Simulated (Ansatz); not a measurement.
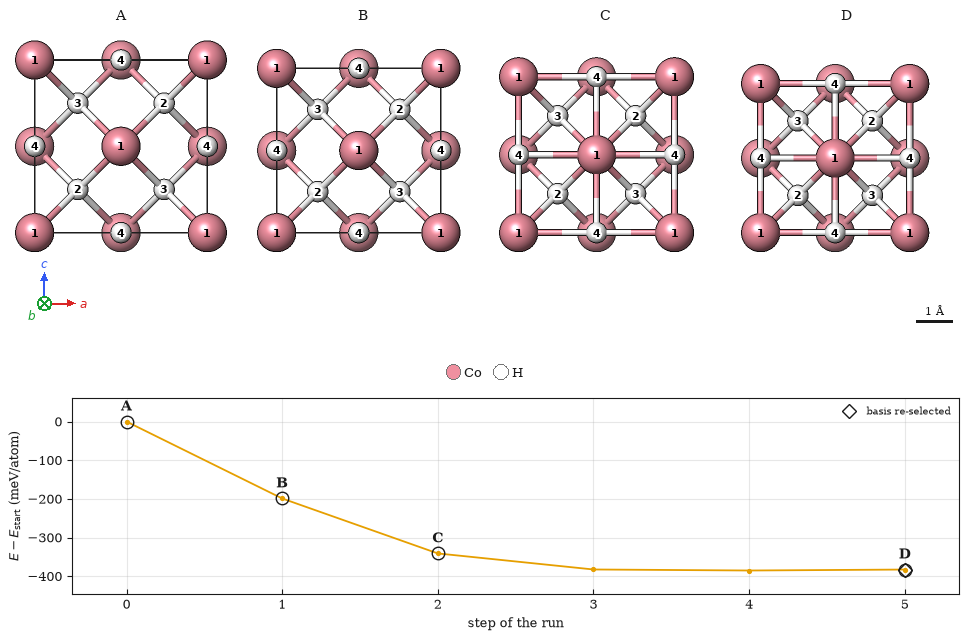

Frames of a relaxation of a crystal of CoH3 (a generated structure, set up in Fm-3m) (coarse preliminary run), marked on the history of the run. Style: ball-and-stick. Shown: the conventional cell (4 times the calculation's cell), along the b axis. Lengths and directions refer to the drawn axes.

These are results of DFT PBE, scalar-relativistic, plane waves, PAW (Ansatz 0.2.0), not measurements.

Input
```yaml
crystal:
  lattice:
    - [0.0, 2.41285231, 2.41285231]
    - [2.41285231, 0.0, 2.41285231]
    - [2.41285231, 2.41285231, 0.0]
  atoms:
    - { symbol: Co, position: [0.0, 0.0, 0.0], spin: 3.0 }
    - { symbol: H, position: [0.25, 0.25, 0.25] }
    - { symbol: H, position: [0.75, 0.75, 0.75] }
    - { symbol: H, position: [0.5, 0.5, 0.5] }
basis:
  ecutwfc: 420
kpoints:
  mp_grid: { grid: [6, 6, 6] }
hamiltonian:
  xc: pbe
scf:
  occupations: { method: gaussian, width: 0.1 }
  lower_state_search: "off"
output:
  forces: true
  stress: true
  eigenvalues: true
  populations: true
magnetization:
  spin_polarized: true
relax:
  adjacent_minimum: "off"
  f_tol: 0.04
  max_steps: 70
  cell: { stress_tol: 0.4 }
```

Launched with:
```bash
ansatz run input.yaml --threads 1 --pin off --max-ram 2048MiB --backend cpu --events-out ev --progress --plain --runs-dir out
```

**What happens along the run?**

After 4 accepted moves (5 points after the start) the energy has fallen by 383 meV per atom. All forces vanish by symmetry, so only the cell relaxes. The pressure goes from −33.62 to −0.16 GPa. The SCF was repeated once at an unchanged geometry on a basis and grid sized afresh for the cell, which shifted the energy by 2.5 meV per atom at most. No atom moves by more than 0.005 Å relative to the cell. The drawn cell changes as follows: a = b = c 4.826 → 4.165 Å (−13.7 %); the volume changes by −35.7 %. Among the contacts that change: Co1–H4 2.413 → 2.083 Å, Co1–H2 2.090 → 1.804 Å. The space group stays Fm-3m (No. 225). The program noted that the starting moments weren't kept. Cost: 5.9 s on 1 thread of Intel(R) Xeon(R) Platinum 8488C (Sapphire Rapids), with other jobs on the host, peak memory 0.35 GiB. From step 0 to 1: volume −13.9 %, energy −199 meV per atom. From step 1 to 2: volume −14.6 %, energy −142 meV per atom. From step 2 to 5: volume −12.5 %, energy −41.7 meV per atom.

```json
{"step": "0", "E − E(0), meV/atom": "0.00", "pressure, GPa": "-33.62", "volume, Å³/atom": "7.024", "note": ""}
{"step": "1", "E − E(0), meV/atom": "-198.85", "pressure, GPa": "-30.14", "volume, Å³/atom": "6.046", "note": ""}
{"step": "2", "E − E(0), meV/atom": "-341.03", "pressure, GPa": "-19.04", "volume, Å³/atom": "5.163", "note": ""}
{"step": "3", "E − E(0), meV/atom": "-382.53", "pressure, GPa": "6.57", "volume, Å³/atom": "4.371", "note": ""}
{"step": "4", "E − E(0), meV/atom": "-385.16", "pressure, GPa": "0.05", "volume, Å³/atom": "4.516", "note": ""}
{"step": "5", "E − E(0), meV/atom": "-382.69", "pressure, GPa": "-0.16", "volume, Å³/atom": "4.516", "note": "same geometry, new basis"}
```
